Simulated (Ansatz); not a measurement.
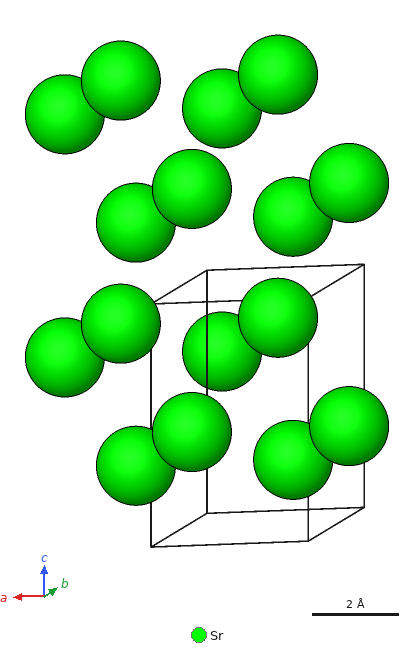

This is a symmetric starting cell of Sr (made from another compound by putting Sr in place of Be). The picture is a spheres-only view of the cell of the calculation, repeated 2 × 2 × 2 with one cell outlined, seen from a free direction.

Level of theory: DFT PBE, scalar-relativistic, plane waves, PAW (Ansatz 0.2.0). (plane-wave cutoff 420 eV; k-point mesh 15 × 15 × 8; occupations gaussian; smearing width 0.1 eV; no spin polarisation)

Now this is done to it. The cell is strained by +1.2 % along c and −4.8 % across it (volume −8.3 %), the atoms keeping their fractional coordinates. No relaxation follows. The starting cell wasn't computed here and needn't be at equilibrium, so pressure and forces aren't due to the change alone.

Input
```yaml
crystal:
  lattice:
    - [3.5440197657, 0.0, 0.0]
    - [-1.7720098829, 3.0692111487, 0.0]
    - [0.0, 0.0, 5.8994872532]
  atoms:
    - { symbol: Sr, position: [0.3333333333, 0.6666666667, 0.25] }
    - { symbol: Sr, position: [0.6666666667, 0.3333333333, 0.75] }
basis:
  ecutwfc: 420
kpoints:
  mp_grid: { grid: [15, 15, 8] }
hamiltonian:
  xc: pbe
scf:
  occupations: { method: gaussian, width: 0.1 }
output:
  forces: true
  stress: true
  eigenvalues: true
  populations: true
```

**What is the effect?**

The pressure is 13.7 GPa (not all of it need come from the change, since the unchanged cell can be under pressure at this level too). All forces vanish by symmetry. Some distances before and after: Sr–Sr 3.722 → 3.544 Å, Sr–Sr 3.621 → 3.590 Å. The space group stays P6_3/mmc (No. 194).

Drawn alike, the variant:

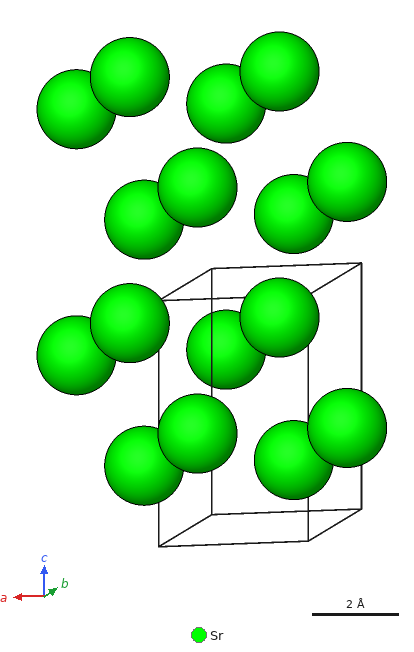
